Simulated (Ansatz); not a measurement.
P

```
P
1.0
     3.88349    0.00000    0.00000
     0.00000    3.88349    0.00000
     0.00000    0.00000    3.88349
P
4
Direct
  0.00000 0.00000 0.00000
  0.50000 0.50000 0.00000
  0.50000 0.00000 0.50000
  0.00000 0.50000 0.50000
```

Space group Fm-3m; set up as P, fcc; a generated structure, not necessarily the stable one; computed without spin polarisation.

Level of theory: Ansatz 0.2.0, DFT, r2SCAN, plane waves (500 eV) with PAW, scalar-relativistic.

In a PAW calculation such maps are meaningful between the atoms, not at the nuclei.

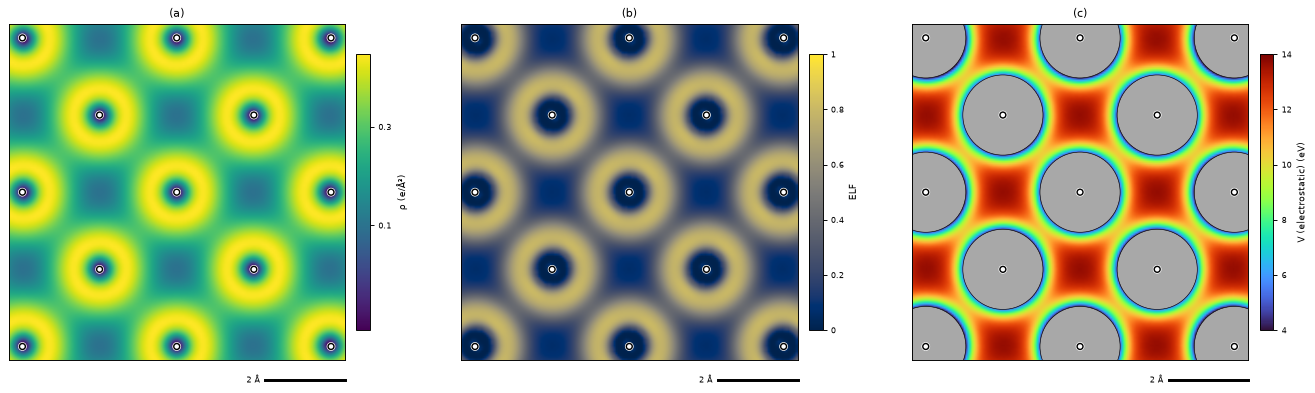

Figure 1. (a) valence pseudo-density; (b) electron localisation function; (c) electrostatic potential (local pseudopotential plus Hartree) felt by an electron on the (001) plane of the conventional cell. Circles mark the nuclei in the plane (P). Grey discs cover the atomic cores in the potential map.

Q: Describe what can be read from this map.

A: The section cuts through P sites. P–P (2.75 Å): ρ at the midpoint is about 0.29 e/Å³; the ELF peaks at about 0.80 in the valence shell of P, 0.8 Å from its nucleus, and drops to about 0.40 between the two atoms. Between the atoms the lowest density in this plane is 0.1 e/Å³. Outside the cores the potential energy rises away from the atoms and is highest about 1.9 Å from the nearest atoms; its zero is arbitrary.

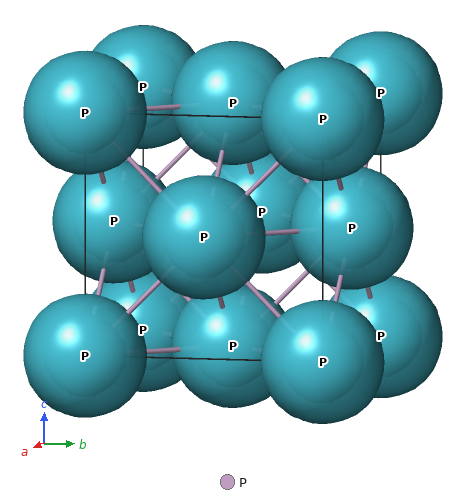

Figure 2. Isosurface of the ELF at 0.7 (cyan), seen slightly off an axis. Only the valence region is drawn (cores and ρ < 0.01 e/Å³ removed). Sticks mark near contacts.

Q: Where are the electrons localised?

A: At this value the surface marks out four regions wrapped around P (the valence shell of each), counted in one cell of 4 atoms. Any copies at cell faces, edges or corners count once.

Q: Does the calculation give a band gap?

A: It is metallic or semimetallic at this level of theory: no gap opens.
